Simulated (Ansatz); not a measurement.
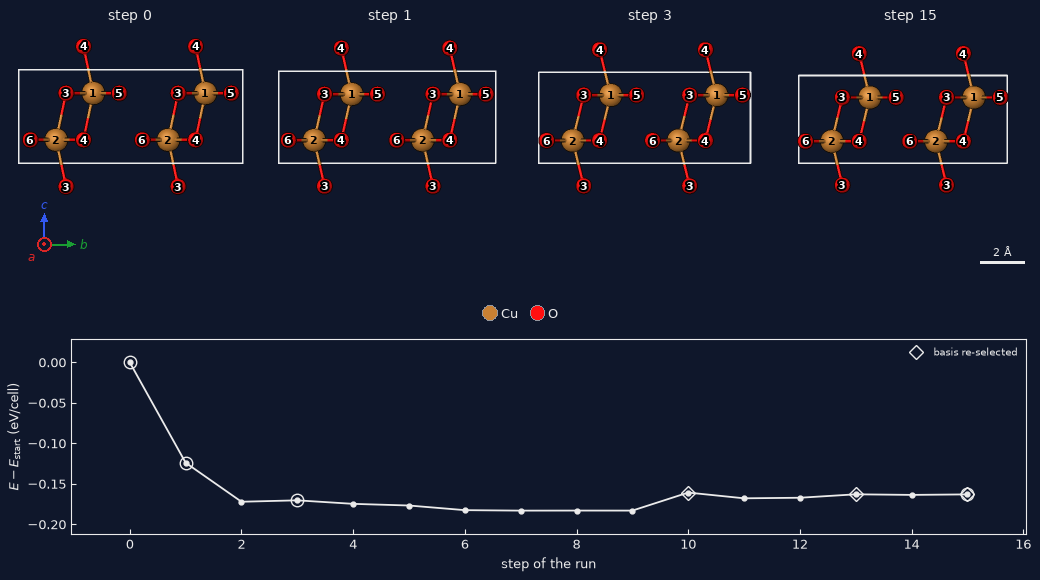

Frames of a relaxation of crystalline CuO2 (set up in Cmcm), marked on the history of the run. The picture is a ball-and-stick view of the conventional cell (2 times the calculation's cell), seen along the a axis. Lengths and directions refer to the drawn axes.

The run lets cell and atoms move.

Computed with Kohn-Sham DFT of a periodic cell, PBEsol, Ansatz PAW in Ansatz.

Input
```yaml
crystal:
  lattice:
    - [1.412615, -5.210747, 0.0]
    - [1.412615, 5.210747, 0.0]
    - [0.0, 0.0, 4.343424]
  atoms:
    - { symbol: Cu, position: [0.167253, 0.832747, 0.75] }
    - { symbol: Cu, position: [0.832747, 0.167253, 0.25] }
    - { symbol: O, position: [0.78897, 0.21103, 0.75] }
    - { symbol: O, position: [0.21103, 0.78897, 0.25] }
    - { symbol: O, position: [0.551486, 0.448514, 0.75] }
    - { symbol: O, position: [0.448514, 0.551486, 0.25] }
hamiltonian:
  xc: pbesol
  pseudopotentials: { kind: paw }
kpoints:
  mp_grid: { grid: [10, 10, 6] }
scf:
  occupations: { method: fermi_dirac, width: 0.05 }
output:
  forces: true
  stress: true
  eigenvalues: true
  write_density: true
  write_potential: true
  elf: true
  volumetric_format: npy
relax:
  f_tol: 0.01
  max_steps: 40
  cell: { stress_tol: 0.05 }
```

Launched with:
```bash
ansatz run input.yaml --threads 2 --pin off --max-ram 5632MiB --backend cpu --events-out ev --progress --plain --runs-dir out
```

**What happens along the run?**

The largest moves relative to the cell, 0.18 Å, are those of O5 and O6. O5 goes along +b. By element the largest moves are O 0.18 Å, Cu 0.08 Å. The drawn cell changes as follows: a 2.825 → 2.826 Å (0.0 %), b 10.421 → 9.685 Å (−7.1 %), c 4.343 → 4.079 Å (−6.1 %); the volume changes by −12.7 %. Near-neighbour distances that change, for instance: Cu1–O4 2.219 → 2.096 Å, Cu1–O5 1.858 → 1.871 Å. Among the angles between lasting bonds that change: O4–Cu1–O4 156.3° → 153.2°, Cu2–O3–Cu2 156.3° → 153.2°. The space group stays Cmcm (No. 63). Over 12 accepted moves (15 points after the start) the energy falls by 0.163 eV per cell of the calculation. Largest force component: 0.52 eV/Å at the start, 0.0035 eV/Å at the end. Pressure: −8.72 GPa at the start and 0.00 GPa at the end. The SCF was repeated 3 times at an unchanged geometry on a basis and grid sized afresh for the cell, which shifted the energy by 22.3 meV per cell of the calculation at most. From step 0 to 1: O atoms move most (0.07 Å), volume −5.6 %, energy −0.124 eV per cell of the calculation. From step 1 to 3: O atoms move most (0.07 Å), volume −4.1 %, energy −46.4 meV per cell of the calculation. From step 3 to 15: O atoms move most (0.05 Å), volume −3.6 %, energy +7.3 meV per cell of the calculation.

| step | E − E(0), meV/atom | largest force component, eV/Å | pressure, GPa | volume, Å³/atom | note |
| --- | --- | --- | --- | --- | --- |
| 0 | 0.00 | 0.5173 | -8.72 | 10.657 |  |
| 1 | -20.64 | 0.2581 | -3.68 | 10.062 |  |
| 2 | -28.67 | 0.2093 | 2.69 | 9.376 |  |
| 3 | -28.38 | 0.0990 | 0.10 | 9.647 |  |
| 4 | -29.10 | 0.0748 | 0.31 | 9.584 |  |
| 5 | -29.44 | 0.0502 | 0.25 | 9.556 |  |
| 6 | -30.40 | 0.0204 | 0.14 | 9.451 |  |
| 7 | -30.49 | 0.0089 | -0.01 | 9.443 |  |
| 8 | -30.48 | 0.0076 | 0.03 | 9.445 |  |
| 9 | -30.49 | 0.0007 | 0.00 | 9.445 |  |
| 10 | -26.78 | 0.0025 | -0.69 | 9.445 | same geometry, new basis |
| 11 | -27.96 | 0.0068 | 0.23 | 9.297 |  |
| 12 | -27.84 | 0.0071 | 0.00 | 9.319 |  |
| 13 | -27.13 | 0.0069 | -0.08 | 9.319 | same geometry, new basis |
| 14 | -27.26 | 0.0034 | 0.00 | 9.302 |  |
| 15 | -27.15 | 0.0035 | 0.00 | 9.302 | same geometry, new basis |
